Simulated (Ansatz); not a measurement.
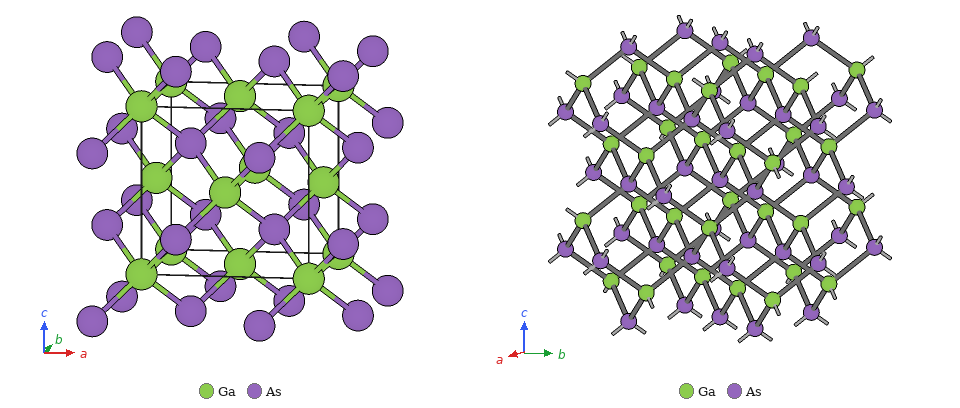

Left: the structure. Right: its underlying net. Nodes are coloured by element. Short stubs are edges that leave the cut-out.

System GaAs (space group F-43m, No. 216); source of the atomic positions: the input geometry of an electronic-structure calculation (not necessarily at equilibrium); the starting structure was generated, so it need not be a known form of this composition.

Bonds are taken as As–Ga below 2.8 Å; no other contact counts. The graph is simplified in the usual way: terminal and isolated atoms are pruned, two-connected atoms become edges.

The result is a uninodal 4-connected, three-periodic net: Ga and As are 4-connected nodes. It is the dia net, known from diamond, zinc blende and cristobalite. It is a single net, without interpenetration.

```csv
node,links,point symbol,coordination sequence
Ga and As,4,6⁶,4 12 24 42 64 92 124 162
```
